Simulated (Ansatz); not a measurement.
System: HBr.

Input

```
crystal:
  lattice:
    - [3.3371903104, 0.0, 0.0]
    - [0.0, 7.5944055448, 0.0]
    - [0.2281851856, 0.0, 7.606172853]
  atoms:
    - { symbol: H, position: [0.0, 0.0, 0.0] }
    - { symbol: H, position: [0.0, 0.5, 0.5] }
    - { symbol: H, position: [0.5, 0.0, 0.5] }
    - { symbol: H, position: [0.5, 0.5, 0.0] }
    - { symbol: Br, position: [0.5, 0.0, 0.0] }
    - { symbol: Br, position: [0.5, 0.5, 0.5] }
    - { symbol: Br, position: [0.0, 0.0, 0.5] }
    - { symbol: Br, position: [0.0, 0.5, 0.0] }
basis:
  ecutwfc: 500
kpoints:
  mp_grid: { grid: [8, 4, 4] }
hamiltonian:
  xc: r2scan
scf:
  occupations: { method: gaussian, width: 0.02 }
output:
  forces: true
  stress: true
  eigenvalues: true
  write_density: true
  write_potential: true
  elf: true
  volumetric_format: npy
```

Run with:

```sh
ansatz run input.yaml --threads 1 --pin off --max-ram 1331MiB --backend cpu --events-out ev --progress --plain --runs-dir out
```

Space group C2/m.

The calculation used DFT r2SCAN, scalar-relativistic, plane waves, PAW in Ansatz.

Question: What will maps of the valence pseudo-density and electron localisation function show?

Answer: Br–H (1.67 Å): ρ at the midpoint is about 1 e/Å³; the ELF climbs to about 0.95 towards the hydrogen, as it does in any bond to H.

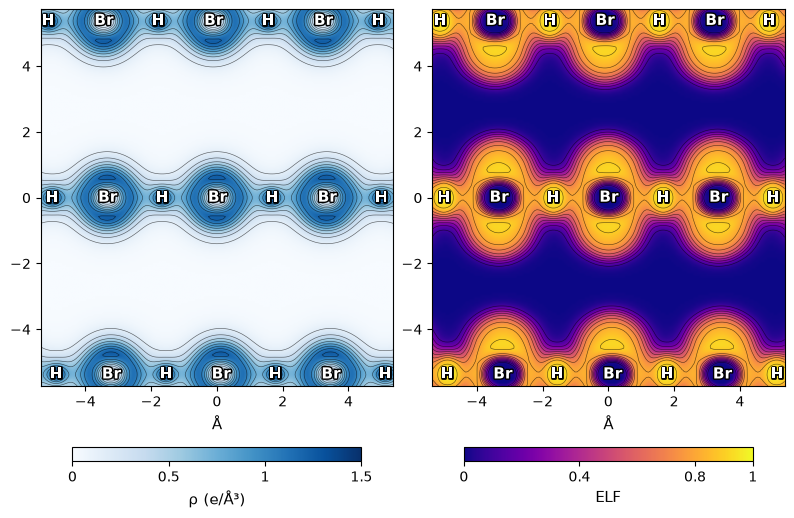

Computed valence pseudo-density and electron localisation function on the (011) plane of the calculation cell, in this order. 

Core electrons are frozen (PAW), and the valence fields are smoothed inside the atomic spheres.
